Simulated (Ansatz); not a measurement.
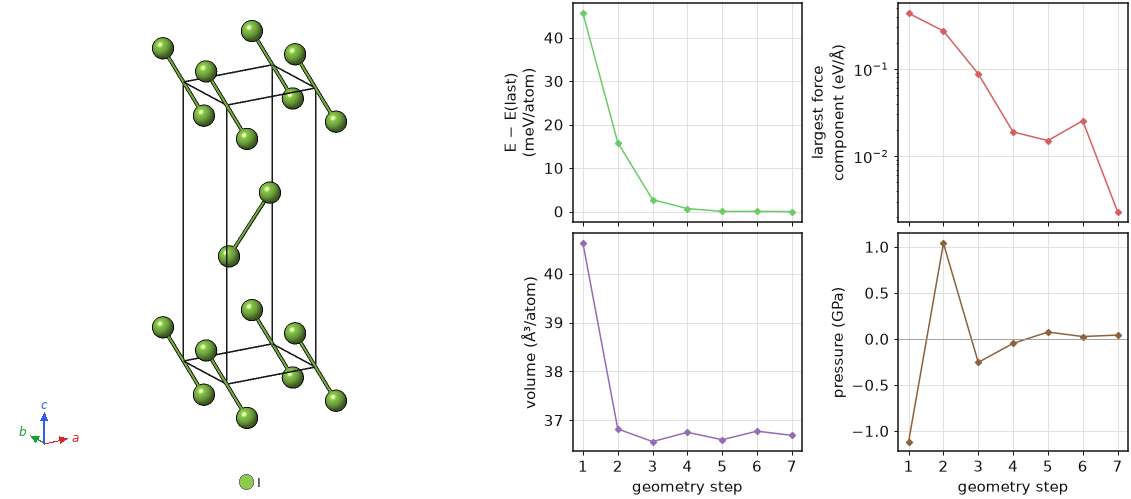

Figure made from data computed with Ansatz.

Beside the plot: the structure at the start.

History of a geometry optimisation. Atoms and cell relax. A closing SCF on a freshly chosen basis isn't drawn.

```
crystal:
  lattice:
    - [3.55953, -2.32998, 0.0]
    - [3.55953, 2.32998, 0.0]
    - [0.0, 0.0, 9.7956]
  atoms:
    - { symbol: I, position: [0.84515, 0.15485, 0.1175] }
    - { symbol: I, position: [0.15485, 0.84515, 0.8825] }
    - { symbol: I, position: [0.34515, 0.65485, 0.3825] }
    - { symbol: I, position: [0.65485, 0.34515, 0.6175] }
basis:
  ecutwfc: 600
  ecutrho_ratio: 5
kpoints:
  mp_grid: { grid: [12, 12, 6] }
hamiltonian:
  xc: lda
scf:
  occupations: { method: gaussian, width: 0.05 }
output:
  forces: true
  stress: true
  eigenvalues: true
relax:
  f_tol: 0.01
  max_steps: 60
  cell: { stress_tol: 0.15 }
```

Question: How did the optimisation end?

Answer: The optimisation met its thresholds at geometry 7, counting the start as the first. The energy fell by about 46 meV/atom from the first step to the last. Step 6 went uphill and was rejected by the line search. The largest force component goes from about 0.44 eV/Å at the start to 2.3 × 10⁻³ eV/Å at the end.

Question: Was the starting cell too large or too small?

Answer: The volume shrinks from 40.6 to 36.7 Å³ per atom (−10 %), as the pressure goes from −1.1 GPa to about 0 GPa. The start was expanded.

Question: By which step was nine tenths of the energy gained?

Answer: By step 3 of 7.
